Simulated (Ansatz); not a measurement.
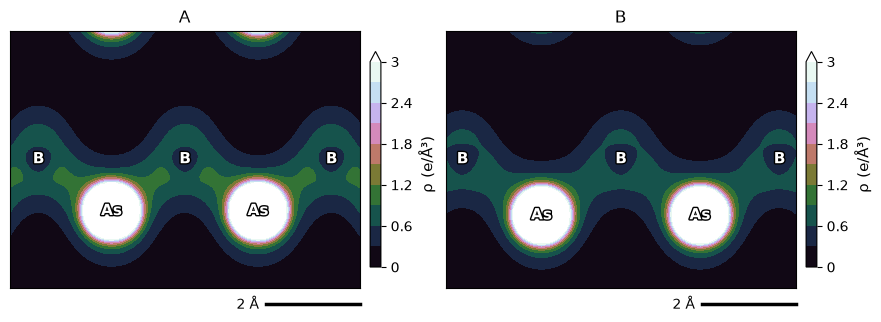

BAs. The valence electron density of two cells that differ in size, on the (11̄0) plane of each (indices in the axes of the calculation cell), at one length scale and on one colour scale; one has 11.0 and the other 13.9 Å³ an atom.

Theory: DFT PBE, scalar-relativistic, plane waves, PAW in Ansatz 0.2.0.

The density is the valence pseudo-density of a PAW calculation; it isn't the true density close to the nuclei.

Question: Which is the denser cell? Describe the effect of the change.

Answer: Panel A is the smaller cell, by 21 % in volume. From the larger cell to the smaller, B–As goes from 2.08 to 1.92 Å, and the density at its midpoint from 0.77 to 0.98 e/Å³; the pressure goes from 0.0 to 50 GPa; the Kohn–Sham gap goes from 1.2 eV to 0.95 eV.
